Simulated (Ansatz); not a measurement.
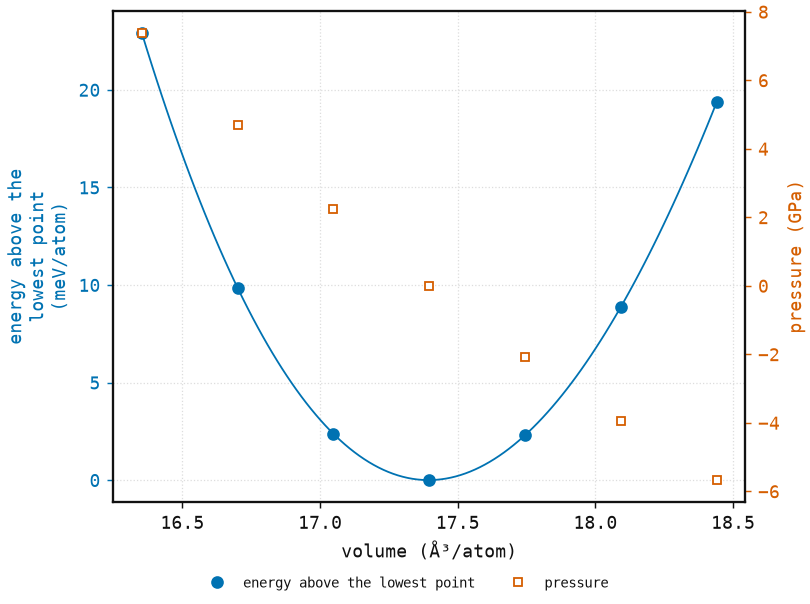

Plotted: energy above the lowest point and pressure against volume for Ti, space group Fm-3m (No. 225) (one of a set of cubic test structures, which need not be the stable phase).

Calculation (Ansatz 0.2.0 development build): equation of state of a cubic crystal from periodic Kohn-Sham density functional theory without spin, third-order Birch-Murnaghan fit to the free energies; pressure corrected for the finite basis. Level: PBE.

- structure type: fcc
- atoms in cell: 1
- space group number: 225
- lattice centring: face-centred primitive
- k mesh: 23×23×23
- occupation method: Fermi–Dirac
- occupation width: 0.06123 eV
- wave cutoff: 700 eV
- datasets: hard PAW
- density tolerance: 1e−09 eV
- bands: 10
- density cutoff ratio: 4
- search for lower states: default

> What equilibrium volume and bulk modulus follow from the curve?

A third-order Birch–Murnaghan fit gives V0 = 17.39 Å³/atom, B0 = 108 GPa and B′ = 3.5.

> Read off the course of the pressure.

It falls from 7.4 GPa at volume 16.35 Å³/atom to −5.7 GPa at 18.44 Å³/atom, and changes sign near 17.39 Å³/atom.

Note: cubic model structure, not the ambient form.
